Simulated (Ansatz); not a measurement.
The structure in question:

```cif
data_structure
_symmetry_space_group_name_H-M 'P 1'
_symmetry_Int_Tables_number 1
_cell_length_a 3.1684
_cell_length_b 3.1684
_cell_length_c 3.1684
_cell_angle_alpha 90.000
_cell_angle_beta 90.000
_cell_angle_gamma 90.000
_cell_volume 31.81
loop_
_atom_site_label
_atom_site_type_symbol
_atom_site_fract_x
_atom_site_fract_y
_atom_site_fract_z
_atom_site_occupancy
Pt1 Pt 0.00000 0.00000 0.00000 1
Pt2 Pt 0.50000 0.50000 0.50000 1
```

Question: Say what kind of structure these coordinates give.

Answer: The element is platinum. It belongs to space group Im-3m (No. 229) and has a body-centred cubic lattice. It belongs to the family called body-centred cubic (W type). The cell holds two atoms. Around each Pt lie eight Pt in a cubic arrangement at 2.74 Å. The bonds build a three-dimensional framework.

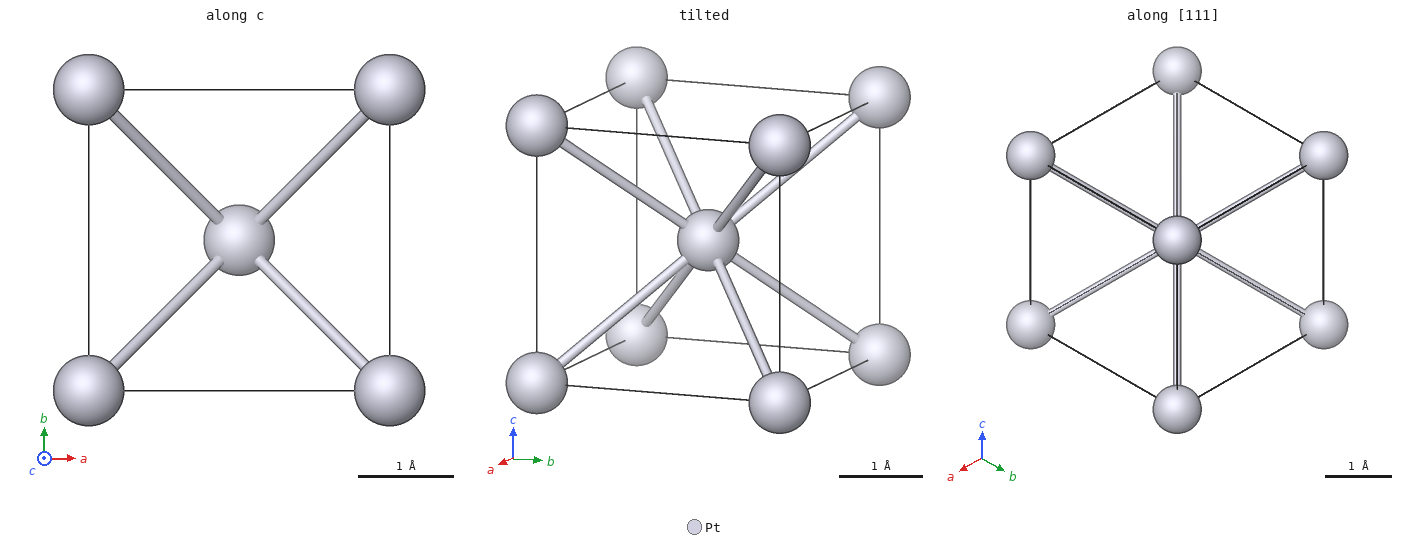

A ball-and-stick rendering, viewed along the c axis, slightly off an axis and along [111]. Atoms at the boundary of the conventional unit cell (the box) are drawn once for each face, edge or corner they touch.

The structure comes from a structure listed in the Materials Project. Earlier steps of the study may have refined or changed the cell and positions. Ansatz was used for an electronic-structure calculation on it.

At this level of theory the cell isn't at rest (stretched, at -9 GPa), so its distances can differ from those at equilibrium, the more so the softer the solid.
